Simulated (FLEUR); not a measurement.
**Energy of ZnS along an even scaling of the cell**

System: ZnS (P6₃mc, 4 atoms in the cell).
Method: Kohn-Sham DFT of a periodic cell, PBEsol, all-electron, no spin polarisation (FLEUR MaX-R8.1 (later development tree)).

The 7 runs differ only in the geometry, by an even scaling of the cell at fixed fractional positions. The structure derives from an entry of the Crystallography Open Database.

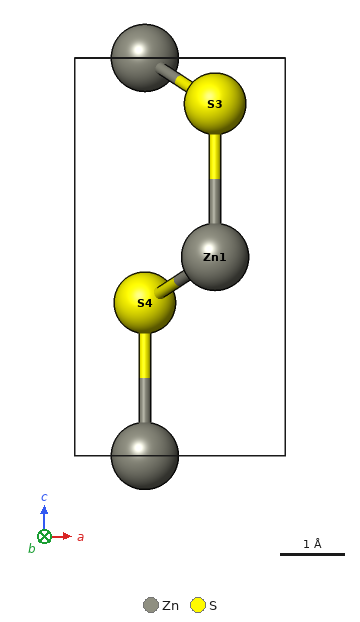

Figure 1. The structure of run 4 (ball-and-stick view of the cell of the calculation, along the b axis; atoms are numbered from 1 in the order of the input). An atom can appear more than once, as a periodic image.

**Input of run 4**
```
<?xml version="1.0" encoding="UTF-8" standalone="no"?>
<fleurInput fleurInputVersion="0.39">
   <comment>
      ZnS                                                                                                 
   </comment>
   <calculationSetup>
      <cutoffs Kmax="5.33" Gmax="16.5" GmaxXC="16.5" numbands="0"/>
      <scfLoop itmax="60" minDistance="0.00001" maxIterBroyd="15" imix="Anderson" alpha="0.05" precondParam="0.0" spinf="2.0" sdNocoIR="T"/>
      <coreElectrons ctail="T" frcor="F" kcrel="0" coretail_lmax="0"/>
      <xcFunctional name="PBEs" relativisticCorrections="F"/>
      <magnetism jspins="1"/>
      <soc l_soc="F" theta="0.0" phi="0.0" spav="F"/>
      <expertModes spex="0" secvar="F"/>
      <geometryOptimization l_f="F" forcealpha="1.0" forcemix="BFGS" epsdisp="0.00001" epsforce="0.00001"/>
      <ldaU l_linMix="F" mixParam="0.05" spinf="1.0"/>
   </calculationSetup>
   <cell>
      <bzIntegration valenceElectrons="52.0" mode="hist" fermiSmearingEnergy="0.00183747">
         <kPointListSelection listName="default-1"/>
         <!-- k-points included here -->
         <xi:include xmlns:xi="http://www.w3.org/2001/XInclude" href="kpts.xml"> </xi:include>
      </bzIntegration>
      <!-- symmetry operations included here -->
      <xi:include xmlns:xi="http://www.w3.org/2001/XInclude" href="sym.xml"> </xi:include>
      <bulkLattice scale="1.0">
         <bravaisMatrix>
            <row-1>    7.2017462608505998     0.0000000000000000     0.0000000000000000</row-1>
            <row-2>   -3.6008731304252999     6.2368952134637015     0.0000000000000000</row-2>
            <row-3>    0.0000000000000000     0.0000000000000000    11.7805526607563991</row-3>
         </bravaisMatrix>
      </bulkLattice>
   </cell>
   <atomSpecies>
      <species name="Zinc (Zn)" element="Zn" atomicNumber="30">
         <mtSphere radius="2.09" gridPoints="711" logIncrement="0.017"/>
         <atomicCutoffs lmax="9" lnonsphr="9"/>
         <electronConfig flipSpins="F">
            <coreConfig>(1s1/2) (2s1/2) (2p1/2) (2p3/2)</coreConfig>
            <valenceConfig>(3s1/2) (3p1/2) (3p3/2) (4s1/2) (3d3/2) (3d5/2)</valenceConfig>
         </electronConfig>
         <energyParameters s="4" p="4" d="3" f="4"/>
         <lo type="SCLO" l="0" n="3" eDeriv="0"/>
         <lo type="SCLO" l="1" n="3" eDeriv="0"/>
         <lo type="SCLO" l="1" n="3" eDeriv="1"/>
         <lo type="HELO" l="2" n="4" eDeriv="0"/>
         <lo type="HELO" l="2" n="4" eDeriv="1"/>
         <lo type="SCLO" l="3" n="4" eDeriv="2"/>
      </species>
      <species name="Sulfur (S)" element="S" atomicNumber="16">
         <mtSphere radius="1.84" gridPoints="629" logIncrement="0.018"/>
         <atomicCutoffs lmax="8" lnonsphr="8"/>
         <electronConfig flipSpins="F">
            <coreConfig>(1s1/2) (2s1/2) (2p1/2) (2p3/2)</coreConfig>
            <valenceConfig>(3s1/2) (3p1/2) (3p3/2)</valenceConfig>
            <stateOccupation state="(3p1/2)" spinUp="0.666667" spinDown="0.666667"/>
            <stateOccupation state="(3p3/2)" spinUp="1.333333" spinDown="1.333333"/>
         </electronConfig>
         <energyParameters s="3" p="3" d="3" f="4"/>
         <lo type="SCLO" l="0" n="3" eDeriv="2"/>
         <lo type="SCLO" l="1" n="3" eDeriv="2"/>
         <lo type="SCLO" l="2" n="3" eDeriv="2"/>
         <lo type="SCLO" l="3" n="4" eDeriv="2"/>
      </species>
   </atomSpecies>
   <atomGroups>
      <atomGroup species="Zinc (Zn)">
         <relPos label="                   1">-1.000/3.000 1.000/3.000 1.000/2.000</relPos>
         <relPos label="                   2">1.000/3.000 -1.000/3.000 .0000000000</relPos>
         <force calculate="T" relaxXYZ="TTT"/>
      </atomGroup>
      <atomGroup species="Sulfur (S)">
         <relPos label="                   3">-1.000/3.000 1.000/3.000 -.1150000000</relPos>
         <relPos label="                   4">1.000/3.000 -1.000/3.000 .3850000000</relPos>
         <force calculate="T" relaxXYZ="TTT"/>
      </atomGroup>
   </atomGroups>
   <output dos="F" band="F" slice="F">
      <checks vchk="F" cdinf="F"/>
      <bandDOS minEnergy="-.5*Htr" maxEnergy="0.5*Htr" sigma="0.015" storeEVData="T"/>
      <vacuumDOS vacdos="F" integ="F" star="F" nstars="0" locx1="0.0" locy1="0.0" locx2="0.0" locy2="0.0" nstm="0" tworkf="0.0"/>
      <unfoldingBand unfoldBand="F" supercellX="1" supercellY="1" supercellZ="1"/>
      <plotting iplot="0" polar="F">
         <plot TwoD="T" vec1="  1.0  0.0  0.0" vec2="  0.0  1.0  0.0" vec3="  0.0  0.0  1.0" zero="  0.0  0.0  0.0" file="plot"/>
      </plotting>
      <chargeDensitySlicing numkpt="0" minEigenval="0.0" maxEigenval="0.0" nnne="0" pallst="F"/>
      <specialOutput eonly="F"/>
      <moessbauerParams electricFieldGradient="T" isomerShift="T" coreHyperfine="T" valenceHyperfine="T"/>
      <magneticCircularDichroism mcd="F" energyLo="-10.0" energyUp="0.0"/>
   </output>
  <!-- We include the file relax.xml here to enable relaxations (see documentation) -->
  <xi:include xmlns:xi="http://www.w3.org/2001/XInclude" href="relax.xml"> <xi:fallback/> </xi:include>
</fleurInput>
```

Command:
```bash
inpgen -f crystal.txt -profile fastHighL; mpirun -n 4 fleur_MPI -pe_per_kpt 1
```

Run 6 has the same physical settings and fractional positions; its lattice vectors (Å) are:
```
   3.861150    0.000000    0.000000
  -1.930575    3.343854    0.000000
   0.000000    0.000000    6.316036
```

**Results, with one run withheld**

| run | volume per atom (Å³) | free energy per atom, from the lowest run given (meV) | gap on the mesh (eV) |
| --- | --- | --- | --- |
| 1 | 18.427 | 9.80 | 2.40 |
| 2 | 18.819 | 2.68 | 2.31 |
| 3 | 19.211 | 0.00 | 2.21 |
| 4 | 19.603 | 1.29 | 2.11 |
| 5 | 19.995 | 6.13 | 2.02 |
| 6 | 20.387 | ? | ? |
| 7 | 20.779 | 25.02 | 1.85 |

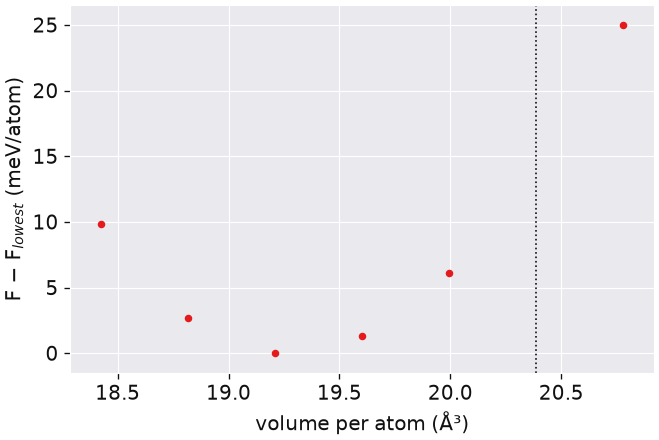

Figure 2. Free energy per atom of the runs given; the dotted line marks run 6.

What should run 6 give?

A cubic polynomial in V^(−2/3) (the Birch–Murnaghan form), fitted to the 6 runs given, misses them by under 0.01 meV per atom. With x = V^(−2/3) − 0.13828 Å⁻², it reads F = 0.32981 − 909.88 x + 5.4526e+05 x² + 9.2005e+05 x³ (meV per atom). At run 6 it gives 14.15 meV per atom, and the run itself gives 14.15. The fit has its minimum at 19.273 Å³ per atom, where V d²F/dV² gives 78.3 GPa. Cell shape and fractional positions are held, so this is the stiffness under even scaling; the relaxed bulk modulus wasn't computed. The gap on the mesh goes, without turning, from 2.40 eV in run 1 to 1.85 eV in run 7; run 6 has 1.93 eV. These are gaps of this functional on this mesh, which can miss the band edges; they aren't the measured gap.

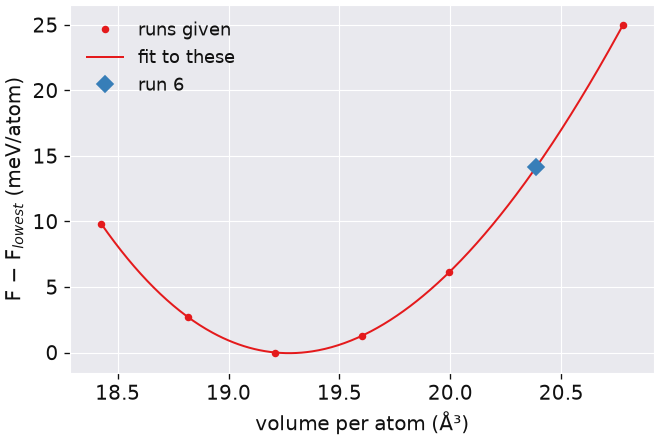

Figure 3. The fit and the withheld run.

**Output (run 6)**
```
Welcome to FLEUR        (www.flapw.de)
      MaX-Release 8.1          (www.max-centre.eu)

 ========== k-point set info ==========
 Selected k-point list: default-1
 k-point list type: mesh
 8 x 8 x 5
 Number of k points: 30

 ------------Calculation Setup---------------------------
 Number of MPI-tasks      :            4
 Number of PE/node        :            4
 Number of OMP-threads    :            1
 Using exactly            1  PE per kpt
 k-points in parallel     :            4
 Using exactly            1  PE per kpt
 pe's per k-point         :            1
 No of k-point loops      :            7
 Info/Warning             : your k-point parallelism is not fully load-balanced
 Using exactly            1  PE per kpt
 Using exactly            1  PE per kpt
 Eigenvalue solver        :       lapack
 Number of basis functions:         1592
 Approximate size of matrices (H+S) per k-point:         0.076 GB
 --------------------------------------------------------

 Iteration:     1   Distance:       8.58006463 me/bohr^3

 Iteration:     2   Distance:       7.44440959 me/bohr^3

 Iteration:     3   Distance:       4.47682341 me/bohr^3

 Iteration:     4   Distance:       2.37712489 me/bohr^3

 Iteration:     5   Distance:       2.14445214 me/bohr^3

 Iteration:     6   Distance:       0.40837176 me/bohr^3

 Iteration:     7   Distance:       0.37462659 me/bohr^3

 Iteration:     8   Distance:       0.03165025 me/bohr^3

 Iteration:     9   Distance:       0.02619667 me/bohr^3

 Iteration:    10   Distance:       0.00354677 me/bohr^3

 Iteration:    11   Distance:       0.00097026 me/bohr^3

 Iteration:    12   Distance:       0.00081164 me/bohr^3

 Iteration:    13   Distance:       0.00009498 me/bohr^3

 Iteration:    14   Distance:       0.00003583 me/bohr^3

 Iteration:    15   Distance:       0.00002169 me/bohr^3

 Iteration:    16   Distance:       0.00001995 me/bohr^3

 Iteration:    17   Distance:       0.00001112 me/bohr^3

 Iteration:    18   Distance:       0.00000227 me/bohr^3

 ********************************************************************
 Run finished successfully
 Stop message:
   all done
 ********************************************************************
```
